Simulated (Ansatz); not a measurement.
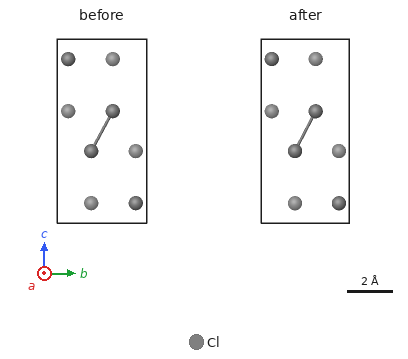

The structure of a crystal of Cl (set up in Cmce) before (left) and after (right) a relaxation, at one scale.

A ball-and-stick model of the cell of the calculation, seen along the a axis.

Case: uniaxial strain along c of +3.0 %; a, b and atoms relaxed.

Theory: Ansatz, DFT PBE+D3(BJ), scalar-relativistic, plane waves, PAW.

Input
```yaml
crystal:
  lattice:
    - [6.5420243293, 0.0, 0.0]
    - [0.0, 4.0382652219, 0.0]
    - [0.0, 0.0, 8.334961171]
  atoms:
    - { symbol: Cl, position: [0.5, 0.3789916834, 0.1085652338] }
    - { symbol: Cl, position: [0.5, 0.8789916834, 0.3914347662] }
    - { symbol: Cl, position: [0.5, 0.6210083166, 0.8914347662] }
    - { symbol: Cl, position: [0.5, 0.1210083166, 0.6085652338] }
    - { symbol: Cl, position: [0.0, 0.8789916834, 0.1085652338] }
    - { symbol: Cl, position: [0.0, 0.3789916834, 0.3914347662] }
    - { symbol: Cl, position: [0.0, 0.1210083166, 0.8914347662] }
    - { symbol: Cl, position: [0.0, 0.6210083166, 0.6085652338] }
basis:
  ecutwfc: 420
kpoints:
  mp_grid: { grid: [4, 8, 4] }
hamiltonian:
  xc: pbe
  dispersion: d3bj
scf:
  occupations: { method: gaussian, width: 0.02 }
output:
  forces: true
  stress: true
  eigenvalues: true
relax:
  adjacent_minimum: "off"
  f_tol: 0.008
  max_steps: 40
  cell: { stress_tol: 0.015, fix: [c, angles] }
```

Launched with:
```bash
ansatz run input.yaml --threads 1 --pin off --max-ram 2560MiB --backend cpu --events-out ev --progress --plain --runs-dir out
```

Summarise the run.

Answer. The energy falls by 3.0 meV per atom in 4 accepted moves (5 points after the start). Largest force component: 0.31 eV/Å at the start, 0.0016 eV/Å at the end. Pressure: −1.03 GPa at the start and −0.15 GPa at the end. At 1 point the geometry stayed and the basis and grid were re-selected for the new cell (energy shift of less than 0.05 meV per atom at most each time). The largest moves relative to the cell, 0.014 Å, are those of 8 atoms (Cl1, Cl2, Cl3, Cl4 and others). Cl1 goes roughly along +b. The drawn cell changes as follows: a 6.542 → 6.628 Å (+1.3 %), b 4.038 → 3.979 Å (−1.5 %), c unchanged at 8.335 Å; the volume changes by −0.2 %. Among the contacts that change: Cl1–Cl3 2.057 → 2.031 Å. The space group stays Cmce (No. 64).
